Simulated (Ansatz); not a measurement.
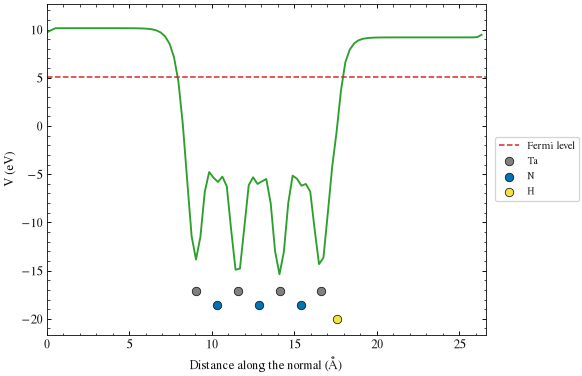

Plane-averaged electrostatic potential energy of an electron across the slab; circles at the bottom mark the heights of the atoms (positions after relaxation).

Calculation on a (111) slab cut from TaN (Fm-3m), of composition Ta4HN3 (not the bulk's), ended by Ta planes, 8 atoms in the cell; a = 3.11 Å, b = 3.11 Å, c = 26.62 Å, α = 90.00°, β = 90.00°, γ = 120.00°.

Ansatz 0.2.0; DFT r2SCAN, scalar-relativistic, plane waves, PAW, no spin polarisation, 9×9×1 k mesh, 500 eV cutoff.

Question: Read off the work function of each face.

Answer: The work function is 4.13 eV at the right face and 5.08 eV at the left.

Question: How thick are slab and vacuum?

Answer: The outermost atoms are 8.5 Å apart, which leaves 18.1 Å of vacuum in a cell 26.6 Å high.

Spin-orbit coupling is left out, which matters for Ta.
